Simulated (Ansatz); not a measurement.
AlNi$_{3}$

```cif
data_structure
_symmetry_space_group_name_H-M 'P 1'
_symmetry_Int_Tables_number 1
_cell_length_a 6.8632
_cell_length_b 3.9625
_cell_length_c 3.9625
_cell_angle_alpha 90.000
_cell_angle_beta 125.264
_cell_angle_gamma 90.000
_cell_volume 87.99
loop_
_atom_site_label
_atom_site_type_symbol
_atom_site_fract_x
_atom_site_fract_y
_atom_site_fract_z
_atom_site_occupancy
Ni1 Ni 0.25067 0.00157 0.74895 1
Ni2 Ni 0.75067 0.50157 0.74895 1
Ni3 Ni 0.99438 0.00027 0.98856 1
Ni4 Ni 0.49438 0.50027 0.98856 1
Ni5 Ni 0.75969 0.00013 0.26474 1
Ni6 Ni 0.25969 0.50013 0.26474 1
Al1 Al 0.49400 0.00000 0.48318 1
Al2 Al 0.99400 0.50000 0.48318 1
```

Space group P1; a structure from a database of computed crystals, not necessarily the ambient phase; changed on purpose from its base cell (atoms moved at random by about 0.05 A); not relaxed (largest force 0.8 eV/Å); computed pressure about 8 GPa in this cell; the program warned that a starting moment wasn't kept; spin-polarised, but the moments vanished.

Computed with Ansatz 0.2.0, Kohn-Sham DFT of a periodic cell, PBE, Ansatz PAW.

**Predict the valence pseudo-density and electron localisation function between the atoms.**

Al–Ni (2.38 Å): the density is about 0.35 e/Å³ at the midpoint; the ELF is about 0.40 at the midpoint.
Ni–Ni (2.41 Å): ρ at the midpoint is about 0.36 e/Å³; the ELF is about 0.25 at the midpoint (no shared electron pair shows on this line).
Al–Ni (2.44 Å): ρ at the midpoint is about 0.31 e/Å³; the ELF is about 0.40 at the midpoint.
Ni–Ni (2.48 Å): ρ is about 0.32 e/Å³ halfway; the ELF is about 0.25 at the midpoint (no localised pair shows between them).

**Metal or insulator at this level of theory?**

It is metallic or semimetallic at this level of theory: no gap opens.

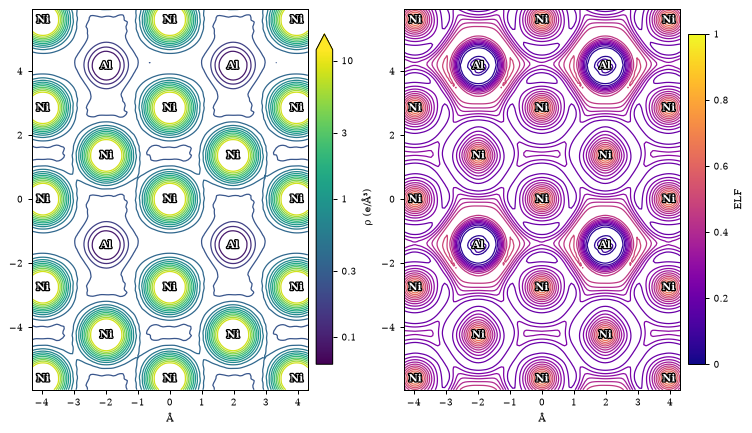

Computed valence pseudo-density and electron localisation function on the (101̄) plane of the standardised cell, in this order. 

In a PAW calculation such maps are meaningful between the atoms, not at the nuclei.
